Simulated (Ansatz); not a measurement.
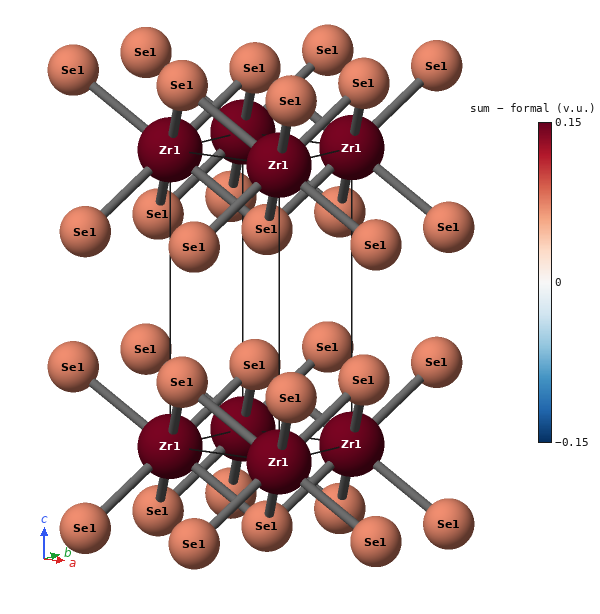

Atoms of ZrSe2 (P-3m1, No. 164) coloured by their computed bond-valence sum less the size of their formal valence (view slightly off an axis).

Bond valence s = exp((R0 − d)/b), R0 fitted to published crystal structures with b = 0.37 Å, summed over all anions within 5 Å; R0 in Å: Zr4+–Se 2.553.

Origin of the cell: a calculation's input that goes back to an entry of the Crystallography Open Database (an earlier step may have relaxed or displaced it).

```
Zr Se
1.0
     3.78939    0.00000    0.00000
    -1.89469    3.28170    0.00000
     0.00000    0.00000    6.18068
Zr Se
1 2
Cartesian
  0.0000 0.0000 0.0000
  0.0000 2.1878 1.5683
  1.8947 1.0939 4.6124
```

Site labels: Zr1 at 0.000, 0.000, 0.000; Se1 at 0.333, 0.667, 0.254.

**Which site departs most from its formal valence?**

Zr1, whose sum is 4.14 against 4: by this sum it is overbonded.

**Give the sums of all sites.**

```json
{"site": "Zr1", "x, y, z": "0.000, 0.000, 0.000", "formal valence": "+4", "bond-valence sum": "4.14", "difference": "0.14"}
{"site": "Se1", "x, y, z": "0.333, 0.667, 0.254", "formal valence": "−2", "bond-valence sum": "2.07", "difference": "0.07"}
```

**Is the structure strained by this measure?**

The global instability index (root mean square of the differences over all atoms) is 0.10 v.u.: moderate strain, common in real structures. The cell was not relaxed for this table, and a volume that is off by a few per cent shifts all sums together.
